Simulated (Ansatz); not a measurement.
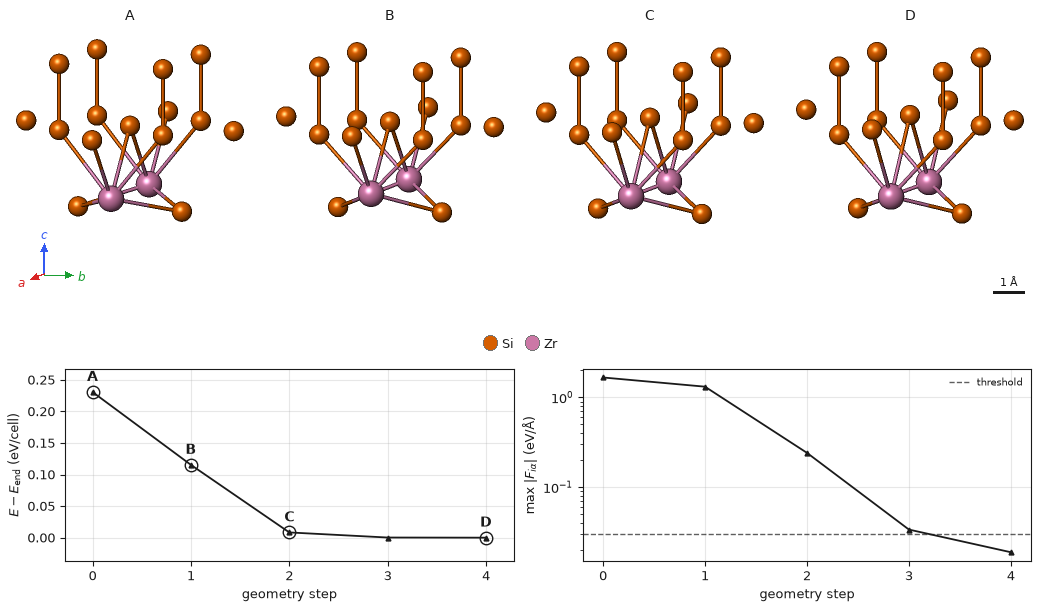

Frames of a constrained relaxation of a slab of composition Zr₄Si₁₁ (cut from the Cmcm phase), marked on the history of the run. Style: ball-and-stick. Shown: the atoms within 4.2 Å of the atom that moves most (axes of the 2 × 2 repeat of the cell, outlined in the plane, without the vacuum (origin shifted)), slightly off an axis.

Case: Si put at a top Si site. The slab is the (0 1 0) face of ZrSi2 with Si on it. 6 atoms are held fixed.

Method: DFT PBEsol, scalar-relativistic, plane waves, PAW (Ansatz 0.2.0).

The input:
```yaml
crystal:
  lattice:
    - [3.6567655739, 0.0, 0.0]
    - [0.0, 3.6742585529, 0.0]
    - [0.0, 0.0, 33.5726425038]
  atoms:
    - { symbol: Si, position: [0.25, 0.5, 0.2531823344] }
    - { symbol: Si, position: [0.75, 0.0, 0.2533834639] }
    - { symbol: Zr, position: [0.75, 0.5, 0.3163154829] }
    - { symbol: Si, position: [0.25, 0.0, 0.338337833] }
    - { symbol: Si, position: [0.75, 0.0, 0.3851589092] }
    - { symbol: Zr, position: [0.25, 0.5, 0.4071812592] }
    - { symbol: Si, position: [0.25, 0.0, 0.4701387445] }
    - { symbol: Si, position: [0.75, 0.5, 0.4703492531] }
    - { symbol: Zr, position: [0.75, 0.0, 0.5330670603] }
    - { symbol: Si, position: [0.25, 0.5, 0.5559707859] }
    - { symbol: Si, position: [0.75, 0.5, 0.6045668686] }
    - { symbol: Zr, position: [0.25, 0.0, 0.6221294531] }
    - { symbol: Si, position: [0.25, 0.5, 0.6881266341] }
    - { symbol: Si, position: [0.75, 0.0, 0.6877753143] }
    - { symbol: Si, position: [0.25, 0.5, 0.7542519026] }
basis:
  ecutwfc: 420
kpoints:
  mp_grid: { grid: [8, 8, 1] }
hamiltonian:
  xc: pbesol
scf:
  occupations: { method: gaussian, width: 0.1 }
output:
  forces: true
  eigenvalues: true
  write_density: true
  write_potential: true
  elf: true
  volumetric_format: npy
relax:
  adjacent_minimum: "off"
  f_tol: 0.03
  max_steps: 70
  constraints: [{ sites: [0, 1, 2, 3, 4, 5] }]
efield:
  axis: 3
  dipole_correction: true
  ramp_width: 0.04
```

Run as
```bash
ansatz run input.yaml --threads 2 --pin off --max-ram 5120MiB --backend cpu --events-out ev --progress --plain --runs-dir out
```

Q: Describe the path.

A: The energy falls by 0.231 eV per cell of the calculation in 4 geometry steps. The largest force component goes from 1.7 to 0.019 eV/Å. The largest move is that of Si14, 0.36 Å along the normal (+c). By element the largest moves are Si 0.36 Å, Zr 0.07 Å. The cell stays as it was. Among the contacts that change: Zr12–Si14 2.864 → 3.089 Å, Zr12–Si13 2.878 → 2.703 Å, Si13–Si15 2.220 → 2.287 Å, Si11–Zr12 2.658 → 2.692 Å. Among the angles between lasting bonds that change: Zr12–Si14–Zr12 79.4° → 72.6°. The run took 3.8 min on 2 threads of Intel(R) Xeon(R) Platinum 8259CL CPU @ 2.50GHz (Skylake/Cascade Lake) (shared host), peak memory 1 GiB. From step 0 to 1: Zr12 moves most (0.17 Å), energy −0.115 eV per cell of the calculation. From step 1 to 2: Si14 moves most (0.13 Å), energy −0.107 eV per cell of the calculation. From step 2 to 4: Si14 moves most (0.09 Å), energy −8.3 meV per cell of the calculation.

```json
{"step": "0", "E − E(0), meV/atom": "0.00", "largest force component, eV/Å": "1.6672"}
{"step": "1", "E − E(0), meV/atom": "-7.69", "largest force component, eV/Å": "1.3175"}
{"step": "2", "E − E(0), meV/atom": "-14.82", "largest force component, eV/Å": "0.2419"}
{"step": "3", "E − E(0), meV/atom": "-15.36", "largest force component, eV/Å": "0.0339"}
{"step": "4", "E − E(0), meV/atom": "-15.37", "largest force component, eV/Å": "0.0190"}
```

Limits of the set-up: the periodic images lie only 3.7 Å apart, so the values are limited by the cell's size.
